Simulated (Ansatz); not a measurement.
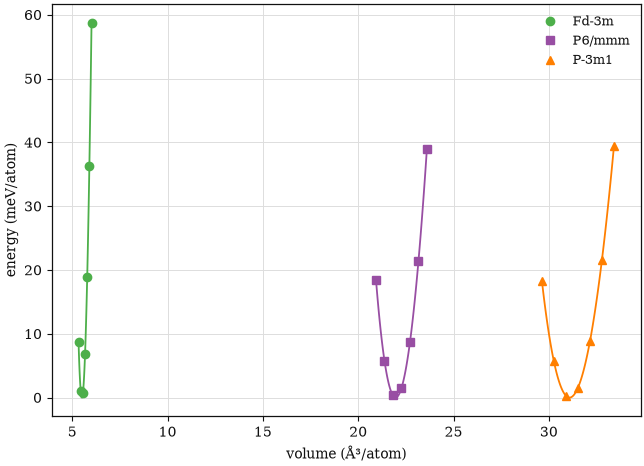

The plot gives the computed energy against volume, with one curve for each structure, for C. Each energy curve has its own zero, so the curves don't rank the structures.

Method: all-electron LAPW DFT, no spin polarisation; energies at scaled volumes of the given cell, shape and fractions fixed, counted from the fit's minimum, third-order Birch-Murnaghan fit (Ansatz 0.2.0). Level: LDA.

```tsv
setting	value
smearing width	0.05 eV
potentials	all electron LAPW, scalar relativistic
```

Settings that differ: Fd-3m: k mesh 13×13×13, occupations Gaussian; P6/mmm: k mesh 12×12×3, occupations Fermi–Dirac; P-3m1: k mesh 12×12×2, occupations Fermi–Dirac.

The numbers behind the figure:

Fd-3m:
```tsv
volume (Å³/atom)	energy (meV/atom)
5.3315	8.69
5.4450	1.07
5.5584	0.66
5.6718	6.79
5.7853	18.85
5.8987	36.32
6.0122	58.69
```

P6/mmm:
```tsv
volume (Å³/atom)	energy (meV/atom)
20.93	18.49
21.38	5.78
21.82	0.32
22.27	1.47
22.71	8.65
23.16	21.33
23.60	39.02
```

P-3m1:
```tsv
volume (Å³/atom)	energy (meV/atom)
29.63	18.33
30.26	5.68
30.89	0.30
31.52	1.54
32.15	8.82
32.78	21.62
33.42	39.44
```
